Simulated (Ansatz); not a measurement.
**Geometry relaxation, with input and output: AlAs (part 1 of 3)**

- system: AlAs (slab, 12 atoms in the cell)
- method: DFT PBE, scalar-relativistic, plane waves, PAW, no spin polarisation (Ansatz 0.2.0)

The structure derives from an entry of the Crystallography Open Database. It belongs to a series of runs on one base structure; here: (1 1 0) slab, atoms relaxed.

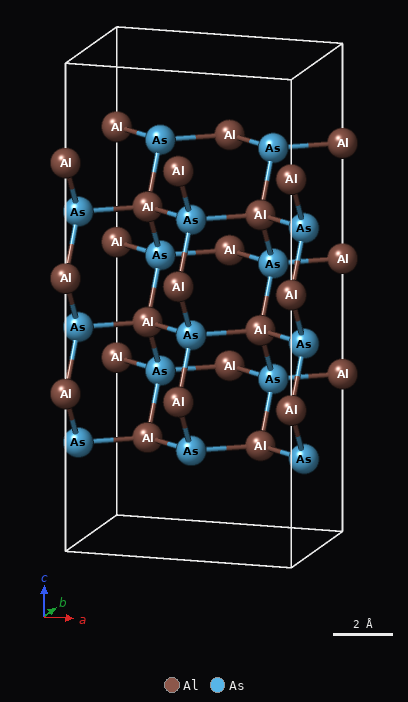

*The structure as given in the input (ball-and-stick view of the 2 × 1 repeat of the cell, with the vacuum cut short, seen slightly off an axis). An atom can appear more than once, as a periodic image.*

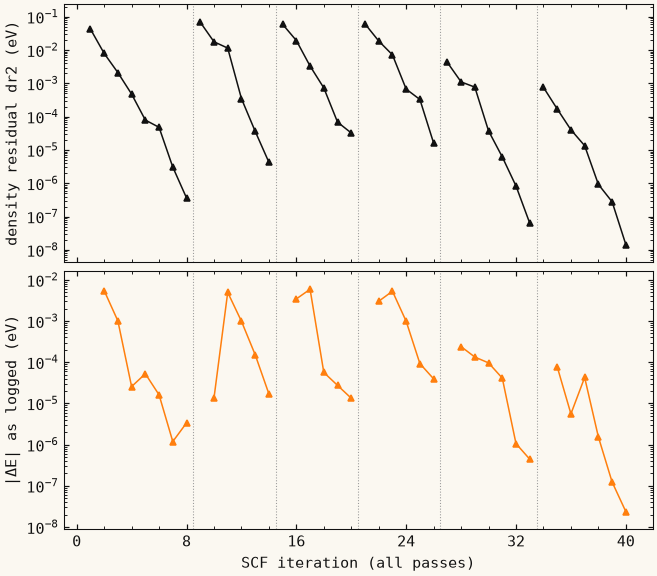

*Convergence of the self-consistent field: density residual dr2 and size of the energy change against the SCF iteration. The dotted lines part the SCF passes of the relaxation: geometry steps, rejected trials and re-solves on a re-selected basis.*

The 6 passes take 6 to 8 iterations each, 40 in all.

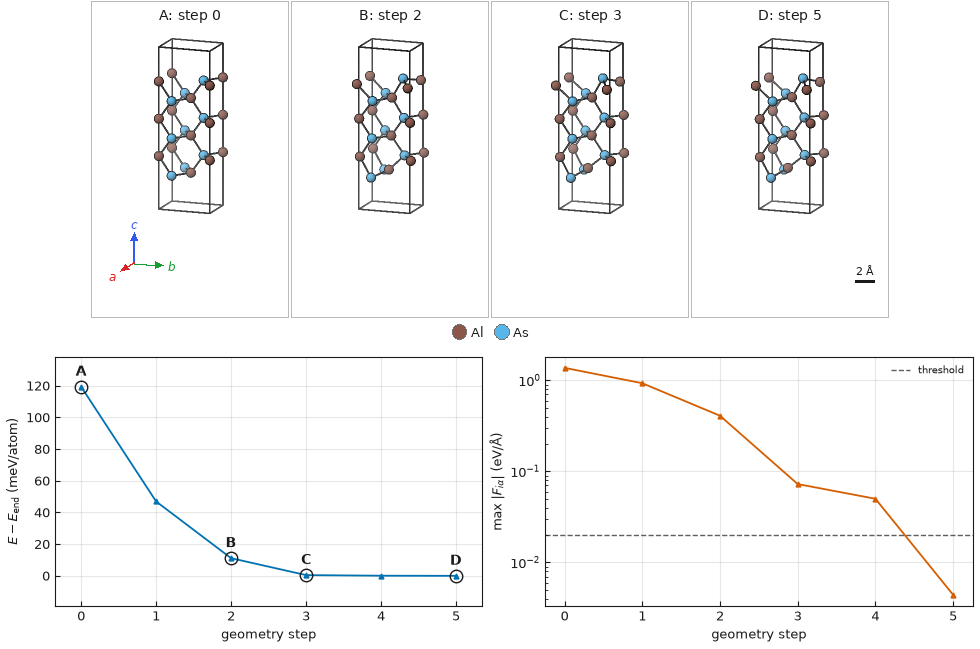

*Frames of the relaxation (ball-and-stick view of the cell of the calculation, with the vacuum cut short, seen slightly off an axis) above the curves, on which the letters mark them (the first geometry is step 0 here and step 1 in the log).*

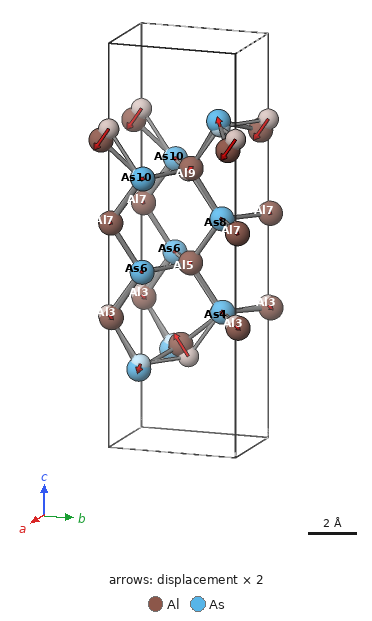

*Start (faint) and end (solid) with the displacements as red arrows, magnified 2 times (ball-and-stick view of the cell of the calculation, with the vacuum cut short, seen slightly off an axis).*

Over 5 geometry steps the energy falls by 119 meV per atom. Largest force component: 1.4 eV/Å at the start, 0.0044 eV/Å at the end. The largest moves, 0.61 Å, are those of Al1 and Al11. By element the largest moves are Al 0.61 Å, As 0.24 Å. The lattice vectors keep their values. Among the contacts that change: Al1–As4 2.480 → 2.444 Å, Al11–As12 2.480 → 2.447 Å, Al3–As6 2.480 → 2.509 Å, Al7–As10 2.480 → 2.500 Å. Among the angles that change: Al1–As2–Al3 109.5° → 88.7°, Al1–As4–Al5 109.5° → 93.9°, As2–Al1–As4 109.5° → 123.8°. (Atoms are counted from 1 in the order of the input.)

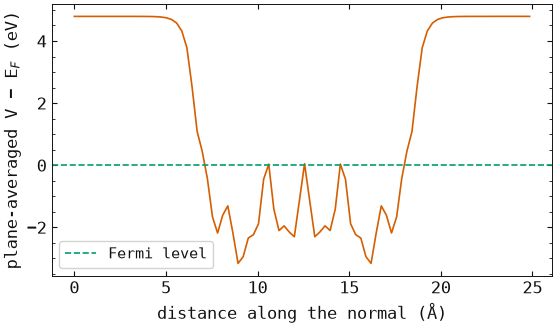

*Plane average of the electrostatic potential energy of an electron across the cell, from the Fermi level.*

The vacuum level lies 4.79 eV above the Fermi level.

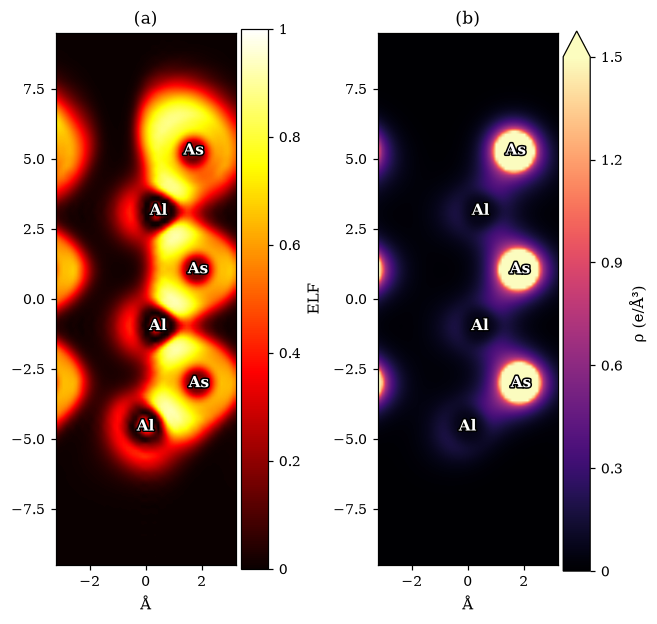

*(a) ELF; (b) valence charge density (pseudo) on the (100) plane of the calculation cell, a cut from vacuum to vacuum.*

Atoms in the plane: Al and As. The density dies away to nearly zero in the vacuum. Core electrons are frozen (PAW), so the fields are smoothed inside the atomic spheres.

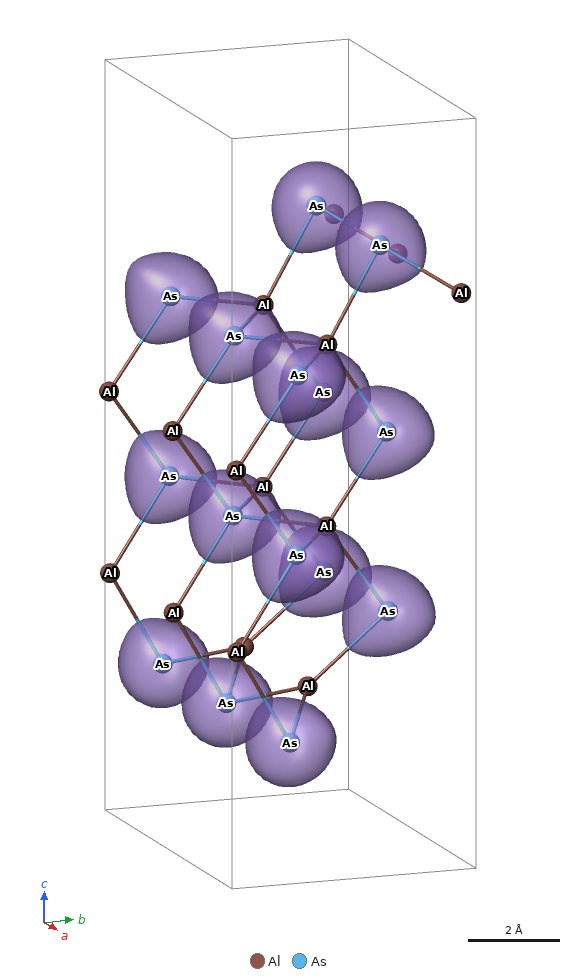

*Isosurface of the valence electron density at 0.5 e/Å³ (purple), seen slightly off an axis. Sticks mark near contacts.*

At this value the density breaks into separate islands; it holds about 65 % of the electrons treated as valence. It is pinched off along the Al–As (2.44 Å) and Al–As (2.49 Å) contacts. On the grid the lowest density along these lines, outside the cores, is 0.37 e/Å³ (Al–As, 2.44 Å) and 0.33 e/Å³ (Al–As, 2.49 Å).

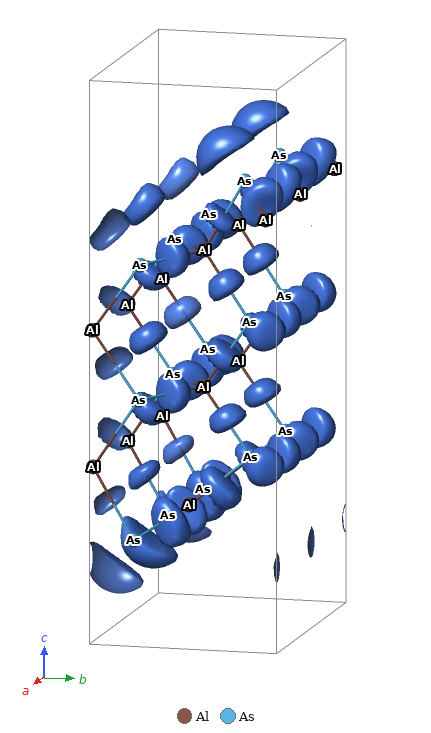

*Isosurface of the ELF at 0.8 (blue), seen slightly off an axis. Only the valence region is drawn (cores and ρ < 0.01 e/Å³ removed). Sticks mark near contacts.*

Along the contacts the grid gives the following. Al–As (2.44 Å): the ELF peaks at about 0.90 between the atoms (a shared electron pair).

These pictures come from the run below.

Input
```yaml
crystal:
  lattice:
    - [4.0500342343, 0.0, 0.0]
    - [0.0, 5.7276133423, 0.0]
    - [0.0, 0.0, 25.1250855858]
  atoms:
    - { symbol: Al, position: [0.5, 0.5, 0.2985064459] }
    - { symbol: As, position: [0.0, 0.25, 0.2985064459] }
    - { symbol: Al, position: [0.0, 0.0, 0.3791038675] }
    - { symbol: As, position: [0.5, 0.75, 0.3791038675] }
    - { symbol: Al, position: [0.5, 0.5, 0.4597012892] }
    - { symbol: As, position: [0.0, 0.25, 0.4597012892] }
    - { symbol: Al, position: [0.0, 0.0, 0.5402987108] }
    - { symbol: As, position: [0.5, 0.75, 0.5402987108] }
    - { symbol: Al, position: [0.5, 0.5, 0.6208961325] }
    - { symbol: As, position: [0.0, 0.25, 0.6208961325] }
    - { symbol: Al, position: [0.0, 0.0, 0.7014935541] }
    - { symbol: As, position: [0.5, 0.75, 0.7014935541] }
basis:
  ecutwfc: 420
kpoints:
  mp_grid: { grid: [7, 5, 1] }
hamiltonian:
  xc: pbe
scf:
  occupations: { method: gaussian, width: 0.05 }
output:
  forces: true
  eigenvalues: true
  write_density: true
  write_potential: true
  elf: true
  volumetric_format: npy
relax:
  adjacent_minimum: "off"
  f_tol: 0.02
  max_steps: 60
efield:
  axis: 3
  dipole_correction: true
  ramp_width: 0.04
```

Launch command:
```bash
ansatz run input.yaml --threads 1 --pin off --max-ram 2560MiB --backend cpu --events-out ev --progress --plain --runs-dir out
```

The program's output
```
Engine: ansatz 0.2.0, x86_64-unknown-linux-gnu
Pseudopotentials: kind: paw
Pseudopotential: Al, paw, valence charge 3, recommended cutoff 420 eV (normal), Al.paw.azcp
Pseudopotential: As, paw, valence charge 15, recommended cutoff 420 eV (normal), As.paw.azcp
Functional definition: PBE
  parameter kappa = 0.804
  parameter beta = 0.06672455060314922
  exchange = pbe_x(kappa = kappa, mu = beta*pi^2/3)
  correlation = pbe_c(beta = beta)
Crystal: 12 atoms, lattice volume = 582.827 Å³
Basis set: ecut = 420 eV, 11433 PW (Γ), exchange–correlation on 60×80×360 points (8 copies of the dense FFT grid, shifted against one another)
Bands: 66, of which v1, the nominal top of the filled ones, is band 54 counted from 1 (53 counted from 0)
Symmetry: 2 space group operations
k-points: 12 of 35 (time reversal used)
Non-local potential: Al, projectors of the file, l = 0: 2, l = 1: 2, l = 2: 1
Non-local potential: As, projectors of the file, l = 0: 2, l = 1: 2, l = 2: 3, l = 3: 1
PAW form: soft (Blöchl's): semilocal exchange-correlation on the pseudo side does not see the compensation charge
PAW one-centre angular grid: Al, 110 points (default); XC on 64 Gauss nodes
PAW one-centre angular grid: As, 590 points (default); XC on 64 Gauss nodes
Initial density: superposition of atomic densities (neutral atoms: chi_scale 0, normalization atom), corrected by the library's trained network
Initial wavefunctions: pseudopotential atomic-orbital guess
Functional: x = pbe(κ = 0.804, μ = 0.2195149727645171), c = pbe(β = 0.06672455060314922)
SCF iter   1: F=—  HF=-32364.209586 eV  |F-HF|=—  |Δ(HF+E_count)|=         —  Δρ=1.75e-3  dr2=4.30e-2  ethr=1.77e-3  p=0.000 e·Å  D=2.68e-14 V/Å  ΔV_dip=-0.00 eV  dr2_dipole=1.28e-8  V_vac-E_F(+/−)=4.54/4.54 eV  ⟨swp⟩=7.0  Hψ=3242  notcnv=0  defer=5
efield: sawtooth ramp at fractional position 0.9800 (placed from the atoms, in the widest stretch of the axis that holds none; the zero of the levels goes with the place), width 0.0400; the density the first Hamiltonian is built on has a dipole p = 0.000 e·Å; the dipole correction subtracts the counter field D = 2.68e-14 V/Å, which shifts the + side's vacuum level by -0.00 eV against the − side's; the planar-averaged density in the ramp window peaks in size at 1.7e-5 e/Å³
preconditioner: auto → Resta (q_TF=auto, 2.060 Å⁻¹)  ε∞=2.9  [insulator: Δε(μ)=0.731 eV  Ē_g=7.690 eV  σ=0.050 eV  W_gap=1.00  n_scr=92 (ndim 8)  ℏωp=10.7 eV  f_vac=0.465  D(μ)=0.00/eV (n_scr^D=0)  ε∞_Penn≈2.9  vacuum switching on, ρ_ref=4.3e-3 e/Å³]
SCF iter   2: F=—  HF=-32364.204080 eV  |F-HF|=—  |Δ(HF+E_count)|=   5.51e-3  Δρ=8.64e-4  dr2=7.98e-3  ethr=3.98e-5  p=-0.000 e·Å  D=-1.65e-5 V/Å  ΔV_dip=0.00 eV  dr2_dipole=9.34e-8  V_vac-E_F(+/−)=4.50/4.50 eV  ⟨swp⟩=2.0  Hψ=1184  notcnv=0  defer=46
SCF iter   3: F=—  HF=-32364.205092 eV  |F-HF|=—  |Δ(HF+E_count)|=   1.01e-3  Δρ=3.45e-4  dr2=2.11e-3  ethr=7.39e-6  p=0.000 e·Å  D=5.60e-5 V/Å  ΔV_dip=-0.00 eV  dr2_dipole=1.25e-6  V_vac-E_F(+/−)=4.47/4.47 eV  ⟨swp⟩=2.0  Hψ=1129  notcnv=0  defer=46
SCF iter   4: F=—  HF=-32364.205118 eV  |F-HF|=—  |Δ(HF+E_count)|=   2.57e-5  Δρ=1.37e-4  dr2=4.78e-4  ethr=1.95e-6  p=-0.000 e·Å  D=-1.15e-4 V/Å  ΔV_dip=0.00 eV  dr2_dipole=4.98e-6  V_vac-E_F(+/−)=4.47/4.47 eV  ⟨swp⟩=2.0  Hψ=1129  notcnv=0  defer=46
SCF iter   5: F=—  HF=-32364.205170 eV  |F-HF|=—  |Δ(HF+E_count)|=   5.27e-5  Δρ=5.37e-5  dr2=7.94e-5  ethr=4.43e-7  p=0.001 e·Å  D=2.11e-4 V/Å  ΔV_dip=-0.01 eV  dr2_dipole=1.69e-5  V_vac-E_F(+/−)=4.46/4.46 eV  ⟨swp⟩=2.0  Hψ=891  notcnv=0  defer=46
SCF iter   6: F=—  HF=-32364.205187 eV  |F-HF|=—  |Δ(HF+E_count)|=   1.62e-5  Δρ=2.87e-5  dr2=4.80e-5  ethr=7.36e-8  p=-0.001 e·Å  D=-3.08e-4 V/Å  ΔV_dip=0.01 eV  dr2_dipole=3.56e-5  V_vac-E_F(+/−)=4.47/4.46 eV  ⟨swp⟩=2.0  Hψ=883  notcnv=0  defer=53
iter 7 did not close the SCF: its close was put off until two iterations running show no level that it waits for move by more than its bar (scf_convergence_deferred on its scf_iter line)
SCF iter   7: F=-32364.205187 eV  HF=-32364.205185 eV  |F-HF|=2.09e-6  |Δ(HF+E_count)|=   1.19e-6  Δρ=1.69e-5  dr2=3.07e-6  ethr=9.26e-9  p=0.000 e·Å  D=3.78e-5 V/Å  ΔV_dip=-0.00 eV  dr2_dipole=5.37e-7  V_vac-E_F(+/−)=4.46/4.46 eV  ⟨swp⟩=18.5  Hψ=6438  notcnv=0
SCF iter   8: F=-32364.205189 eV  HF=-32364.205189 eV  |F-HF|=5.46e-7  |Δ(HF+E_count)|=   3.37e-6  Δρ=6.44e-6  dr2=3.64e-7  ethr=2.84e-9  p=0.000 e·Å  D=7.11e-6 V/Å  ΔV_dip=-0.00 eV  dr2_dipole=1.87e-8  V_vac-E_F(+/−)=4.46/4.46 eV  ⟨swp⟩=10.9  Hψ=5468  notcnv=0
SCF 1 converged in 8 iterations: F = -32364.205189 eV  dr2 = 3.64e-7
  greatest PAW one-centre occupation: 0.999 electrons in one spin orbital (limit 2), on the As atom at site 11 (counted from 0), in its partial waves of l = 2
relax step   1: F+E_penalty+E_count = -32364.20518931 eV  Δ(F+E_penalty+E_count) = +0.000e0 eV  max|allowed force component| = 1.373e0 eV/Å  Δτ_max = 0.0000 Å  (8 SCF iters, dr2 threshold 1.00e-5 eV, accepted)
Initial density: handed on by an earlier stage of this run
Initial wavefunctions: those handed on with the density
iter 1 solved again at ethr=6.57e-5 eV; its pass at ethr=3.10e-3 eV (dr2=7.09e-2 eV) is discarded
```
